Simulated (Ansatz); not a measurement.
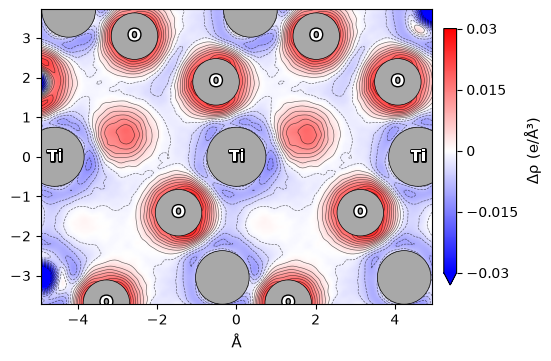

TiO2. Difference of the valence pseudo-densities of two functionals at the same geometry, on the (011) plane of the calculation cell: one of PBE and r2SCAN less the other.

Both computed with Ansatz (plane waves, PAW), on the same k-point mesh. Grey discs cover the atomic cores.

Which was subtracted from which, and what does the map show?

It is r2SCAN less PBE. Against PBE, r2SCAN gives less density around Ti (−0.004 e/Å³ on average at 1.1 Å from the nucleus) and more density around O (+0.015 e/Å³ on average at 0.7 Å from the nucleus).
